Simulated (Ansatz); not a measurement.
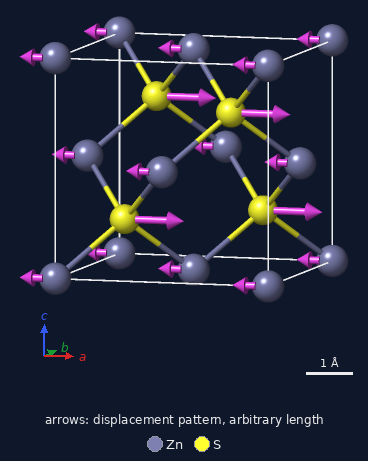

The lowest optical mode of solid ZnS relaxed at 40 GPa, space group F-43m (No. 216), at the zone centre. Displacements are drawn as pink arrows; their common scale and sign are arbitrary. The picture is a ball-and-stick view of the conventional cell (4 times the calculation's cell), seen slightly off an axis. Lengths and directions refer to the drawn axes.

Theory: DFT LDA, scalar-relativistic, plane waves, PAW (Ansatz).

Input file:
```yaml
crystal:
  lattice:
    - [0.0, 2.4286308428, 2.4286308428]
    - [2.4286308428, 0.0, 2.4286308428]
    - [2.4286308428, 2.4286308428, 0.0]
  atoms:
    - { symbol: Zn, position: [0.0, 0.0, 0.0] }
    - { symbol: S, position: [0.75, 0.75, 0.75] }
basis:
  ecutwfc: 420
kpoints:
  mp_grid: { grid: [10, 10, 10] }
hamiltonian:
  xc: lda
scf:
  occupations: { method: fixed }
output:
  eigenvalues: true
phonons:
  method: dfpt
  dielectric: true
  rigid_motions: translations
  eigenvectors: true
```

Run as
```bash
ansatz run input.yaml --threads 1 --pin off --max-ram 3072MiB --backend cpu --events-out ev --progress --plain --runs-dir out
```

Frequencies are those without the non-analytic (LO–TO) term.

**Is the structure stable against all modes at this point?**

Yes: this softest mode has a real frequency, and so have all others here. That speaks for this wave vector alone: the rest of the zone wasn't checked in this run. This is the T₂ mode (triply degenerate; one member of the set is drawn) at 439 cm⁻¹, the only optical level, infrared- and Raman-active by symmetry. The S sublattice moves against the Zn sublattice, along a; the kinetic energy is shared as S 67 %, Zn 33 %. Its infrared intensity is 7.3 (D/Å)²/amu for the set. The value is the transverse one; the longitudinal partner lies at 470 cm⁻¹.
